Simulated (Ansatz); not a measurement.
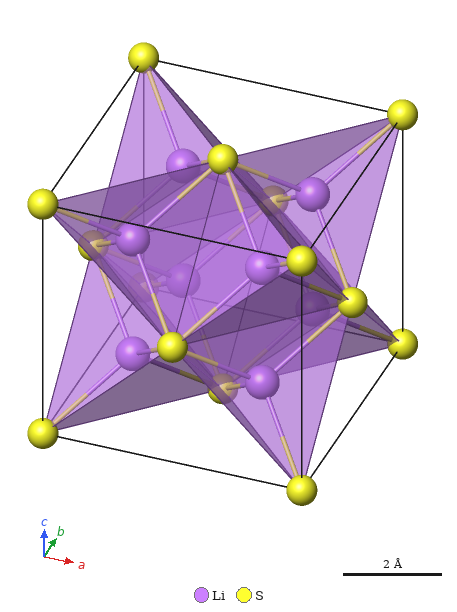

The starting point is a symmetric starting cell of Li2S. Style: polyhedral. Shown: the conventional cell (4 times the calculation's cell), from a free direction. Lengths and directions refer to the drawn axes.

Computed with DFT PBE, scalar-relativistic, plane waves, PAW in Ansatz. Settings: plane-wave cutoff 420 eV; k-point mesh 8 × 8 × 8; occupations gaussian; smearing width 0.02 eV; no spin polarisation.

Now this is done to it. All lengths are scaled by +3.2 % (volume +9.9 %), the atoms keeping their fractional coordinates. No relaxation follows. The starting cell wasn't computed here and needn't be at equilibrium, so pressure and forces aren't due to the change alone.

What is the effect?

Some distances before and after: Li–S 2.472 → 2.550 Å. The space group stays Fm-3m (No. 225). The pressure is −3.2 GPa (not all of it need come from the change, since the unchanged cell can be under pressure at this level too). All forces vanish by symmetry.

The changed structure in the same view:

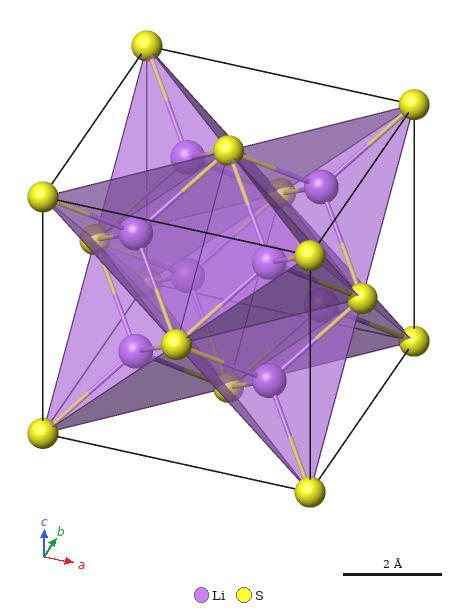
